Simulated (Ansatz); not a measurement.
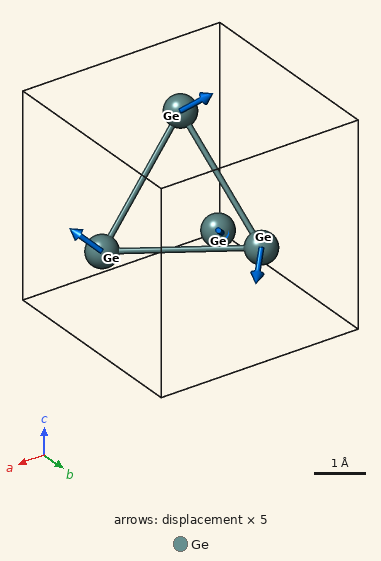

This is a relaxation of solid Ge (built on the N_198 type) (coarse preliminary run). The starting structure is drawn; blue arrows show the displacements (the part carried along by the change of the cell is left out), magnified 5 times.

The picture is a ball-and-stick view of the cell of the calculation, seen from a free direction.

Case: N type (P2_13, No. 198).

These are results of DFT PBE, scalar-relativistic, plane waves, PAW (Ansatz), not measurements. (plane-wave cutoff 420 eV; k-point mesh 4 × 4 × 4; occupations gaussian; smearing width 0.1 eV; no spin polarisation; cell and atoms relaxed; force threshold 0.04 eV/Å; at most 70 steps)

**What happened in the run?**

The largest moves relative to the cell, 0.16 Å, are those of Ge atoms. Cell: a = b = c 4.735 → 4.289 Å (−9.4 %). Volume −25.7 %. Some distances before and after: Ge–Ge 3.566 → 3.084 Å, Ge–Ge 3.167 → 2.984 Å. The space group stays P2_13 (No. 198). The energy falls by 1.037 eV per cell of the calculation in 6 accepted moves (8 points after the start). The largest force component goes from 0.17 to 0.016 eV/Å. Pressure: −10.01 GPa at the start and −0.01 GPa at the end. The line search rejected the trial step at point 6 of the run. The SCF was repeated once at an unchanged geometry on a basis and grid sized afresh for the cell, which shifted the energy by 4.2 meV per cell of the calculation at most. The run took of the order of 26 core-seconds on a shared host.
